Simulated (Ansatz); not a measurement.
Single-point calculation, with input and output: MoS$_{2}$ (part 2 of 2)

MoS$_{2}$ (R-3m, 3 atoms in the cell); DFT, HSE06, plane waves, PAW, no spin polarisation (Ansatz 0.2.0); cutoff 420 eV, 4×4×4 k-mesh, Fermi–Dirac smearing of 0.02 eV. The structure was built on a prototype by a generator. The geometry comes from this level: r2scan-rvv10.

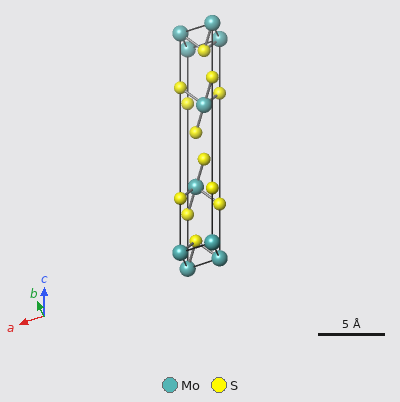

Figure 1. The structure as given in the input (ball-and-stick view of the cell 3 times as large as that of the calculation, set on its symmetry axes, seen at an oblique angle).

```
hybrid outer 2: dexx = +2.243e-6 eV, tail = 1.78e-8 eV, Δε = 2.91e-3 eV (about 1.79e-4 eV left of the loop's levels), ΔF = 3.50e-3 eV/Å (tail 4.98e-4)
hybrid SCF converged: 2 outer / 18 inner (+10 warm-up), last move |dexx| = 2.24e-6 eV, tail = 1.78e-8 eV
Stability not checked: this state was not tested for a lower state beside it, because the functional holds exact exchange (a hybrid, or Hartree-Fock), whose exchange loop this test does not read (fock_operator; see scf.lower_state_search)
Free energy (F): -6764.592953 eV
Frozen-core exchange: fock
Harris-Foulkes:  -6764.592953 eV  (|F-HF|=1.64e-11)
Internal energy: -6764.587477 eV  (E = F + TS)
E sigma→0 (E₀):  -6764.590215 eV
Entropy (-TS):   -0.005476 eV (-1.825 meV/atom)
Fermi energy:    10.934416 eV
--- Per-component energies (eV) ---
  E_band       = -200.033443
  E_kinetic    = 653.522573
  E_local      = -1892.517010  (includes V_loc(G=0)·N_el)
  E_nonlocal   = 197.360239
  E_hartree    = 719.307662
  E_xc         = -303.173204
  E_vxc        = -322.742899  (∫ρ·V_xc dr)
  E_exx        = -64.083051  (= α·E_x^exact, valence–valence)
  E_paw        = -4413.917697  (= ΣΔE_a)
  E_vpaw       = -146.106027  (= ΣTr[D̂ρ^β])
  E_aug_tail   = 0.000046  (compensation charges beyond the density's cutoff)
  E_ewald      = -1660.461092
  E_core_change = -0.625942  (= ΣΔE_core)
  E_smearing   = -0.005476  (= −TS)
  E_closure    = -0.000000  (closes the sum)
  Σ components = -6764.592953   (vs F -6764.592953, Δ=0.00e0)
--- Forces (eV/Å), atoms counted from 1 ---
  atom   1  Mo    -0.00000000     0.00000000     0.00000000
  atom   2  S      0.00000000     0.00000000     0.73897201
  atom   3  S     -0.00000000    -0.00000000    -0.73897201
  max |Σ_I F_I| component: 1.11e-16 eV/Å
--- Stress (GPa, compression-positive) ---
        0.146364       0.000000       0.000000
        0.000000       0.146364       0.000000
        0.000000       0.000000      -3.786521
  P = ⅓ Tr σ = -1.1646 GPa (-11.646 kbar)
--- Band table (eV; the first three rows and the last of 13) ---
  k-point 0: bands = ["-55.1000", "-27.7010", "-27.6408", "-27.6408", "-5.9104", "-4.1369", "2.9392", "6.3583", "6.3583", "8.8940", "9.4337", "9.8257", "9.8257", "10.5872", "10.5872", "14.7339", "14.7339"]
  k-point 1: bands = ["-55.0783", "-27.8634", "-27.6933", "-27.6587", "-4.9387", "-3.9269", "4.0307", "5.2437", "6.0535", "6.5710", "8.4127", "8.5853", "9.1230", "11.7979", "12.0694", "14.4395", "14.5283"]
  k-point 2: bands = ["-55.0566", "-28.0778", "-27.7466", "-27.6145", "-4.1061", "-3.1192", "3.0920", "4.8876", "4.9317", "6.1252", "7.5095", "8.6894", "9.0832", "12.4098", "13.3960", "14.7387", "15.5978"]
  k-point 12: bands = ["-55.1000", "-27.7015", "-27.6409", "-27.6409", "-5.5502", "-4.6998", "4.2162", "6.3277", "6.3872", "6.3872", "9.8405", "9.8405", "10.4323", "10.4323", "10.7333", "14.9024", "14.9024"]
```

File rho_z.tsv:
```
# z_ang	rho[e/angstrom^3]
# format = ansatz-planar-average/11
# lattice	1.596530049	0.921757054	6.077231399
# lattice	-1.596530049	0.921757054	6.077231399
# lattice	0.000000000	-1.843514107	6.077231399
# sites	3
# site	42	0.000000000	0.000000000	0.000000000
# site	16	0.000000000	0.000000000	4.511008546
# site	16	0.000000000	0.000000000	13.720685649
0.000000	8.057600e-1
0.264612	7.924083e-1
0.529224	7.505000e-1
0.793836	6.790482e-1
1.058449	5.858758e-1
1.323061	4.885614e-1
1.587673	4.061825e-1
1.852285	3.497656e-1
2.116897	3.186727e-1
2.381509	3.041191e-1
2.646122	2.970506e-1
2.910734	2.932913e-1
3.175346	2.920647e-1
3.439958	2.932913e-1
3.704570	2.970506e-1
3.969182	3.041191e-1
4.233795	3.186727e-1
4.498407	3.497656e-1
4.763019	4.061825e-1
5.027631	4.885614e-1
5.292243	5.858758e-1
5.556855	6.790482e-1
5.821467	7.505000e-1
6.086080	7.924083e-1
```

File v_z.tsv:
```
# z_ang	v_es[eV]	v_tot[eV]
# format = ansatz-planar-average/11
# xc	hse06
# density_cutoff_ev	1680
# datasets	Mo=:simpson_from_first_knot:soft:fock:shift=0	S=:simpson_from_first_knot:soft:fock:shift=0
# lattice	1.596530049	0.921757054	6.077231399
# lattice	-1.596530049	0.921757054	6.077231399
# lattice	0.000000000	-1.843514107	6.077231399
# sites	3
# site	42	0.000000000	0.000000000	0.000000000
# site	16	0.000000000	0.000000000	4.511008546
# site	16	0.000000000	0.000000000	13.720685649
0.000000	3.696980e-1	-9.703735e0
0.264612	4.628690e-1	-9.564898e0
0.529224	7.938520e-1	-9.118107e0
0.793836	1.455673e0	-8.294907e0
1.058449	2.455508e0	-7.086005e0
1.323061	3.673933e0	-5.605905e0
1.587673	4.955135e0	-4.025097e0
1.852285	6.158610e0	-2.518506e0
2.116897	7.190686e0	-1.215157e0
2.381509	8.041964e0	-1.620393e-1
2.646122	8.754999e0	6.599107e-1
2.910734	9.284700e0	1.232132e0
3.175346	9.487562e0	1.446522e0
3.439958	9.284700e0	1.232132e0
3.704570	8.754999e0	6.599107e-1
3.969182	8.041964e0	-1.620393e-1
4.233795	7.190686e0	-1.215157e0
4.498407	6.158610e0	-2.518506e0
4.763019	4.955135e0	-4.025097e0
5.027631	3.673933e0	-5.605905e0
5.292243	2.455508e0	-7.086005e0
5.556855	1.455673e0	-8.294907e0
5.821467	7.938520e-1	-9.118107e0
6.086080	4.628690e-1	-9.564898e0
```

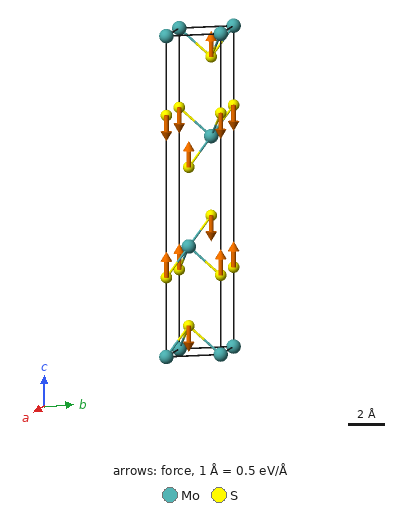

Figure 2. Forces on the atoms as orange arrows (ball-and-stick view of the cell 3 times as large as that of the calculation, set on its symmetry axes, seen slightly off an axis). The largest act on S2, S3 (0.74 eV/Å). Atoms are counted from 1 in the order of the input and aren't labelled in the picture. 

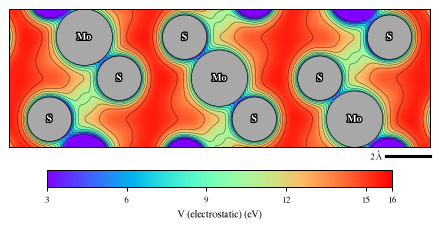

Figure 3. Electrostatic potential energy of an electron on the (110) plane of the conventional cell. Grey discs, where drawn, cover atomic cores. The section cuts through Mo and S sites. Outside the cores the potential energy rises away from the atoms and is highest about 1.9 Å from the nearest atoms; outside the discs it spans about 12 eV, and its zero is arbitrary. Core electrons are frozen (PAW), so the fields are smoothed inside the atomic spheres.

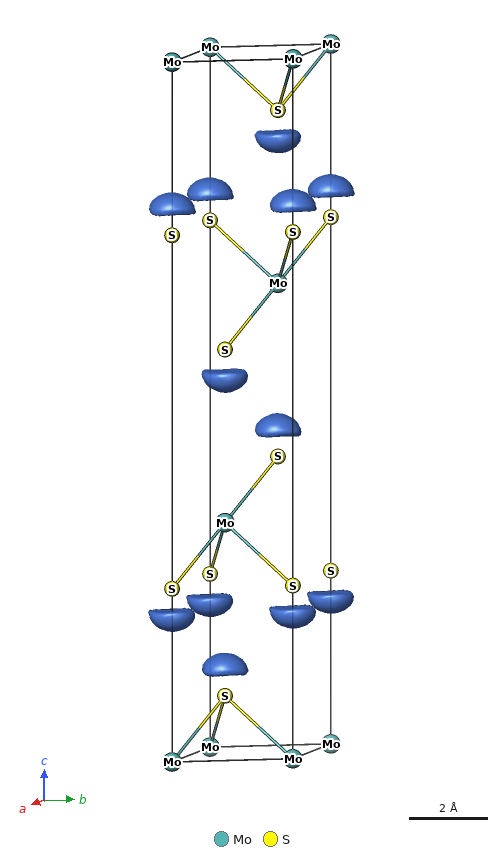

Figure 4. Isosurface of the electron localisation function at 0.9 (blue), seen slightly off an axis. Only the valence region is drawn (cores and ρ < 0.01 e/Å³ removed). Sticks mark near contacts. The outline is the cell set on symmetry axes. Profiles from the grid: Mo–S (2.42 Å): the ELF is about 0.40 at the midpoint.

The run was set up as follows.

The input:
```yaml
crystal:
  lattice:
    - [1.5965300489, 0.9217570535, 6.0772313985]
    - [-1.5965300489, 0.9217570535, 6.0772313985]
    - [0.0, -1.843514107, 6.0772313985]
  atoms:
    - { symbol: Mo, position: [0.0, 0.0, 0.0] }
    - { symbol: S, position: [0.2474267338, 0.2474267338, 0.2474267338] }
    - { symbol: S, position: [0.7525732662, 0.7525732662, 0.7525732662] }
kpoints:
  mp_grid: { grid: [4, 4, 4] }
hamiltonian:
  xc: hse06
scf:
  occupations: { method: fermi_dirac, width: 0.02 }
  n_extra_bands: 4
output:
  forces: true
  stress: true
  eigenvalues: true
  write_density: true
  write_potential: true
  elf: true
  volumetric_format: npy
```

Launch command:
```bash
ansatz run input.yaml --threads 4 --pin off --max-ram 3686MiB --backend cpu --events-out ev --progress --plain --runs-dir out
```

Key numbers:

| quantity | value |
| --- | --- |
| outcome | converged |
| space group (tolerance 0.01 Å) | R-3m (166) |
| electrons treated | 26 |
| free energy | −6764.5930 eV |
| Fermi energy | 10.934 eV |
| band gap | none (metallic) |
| pressure | −1.16 GPa |
| largest force (length of the vector) | 0.739 eV/Å |
| hardware | 4 threads of an x86-64 CPU, shared host |
| wall time | 23 s (CPU time 74 s) |
| peak memory | 0.86 GiB |

The program warns: the exchange loop's threshold is looser than advised for the stress; the SCF threshold is looser than advised for the printed stress. The k-point mesh is coarse for a cell of this size, so the results may not be converged.
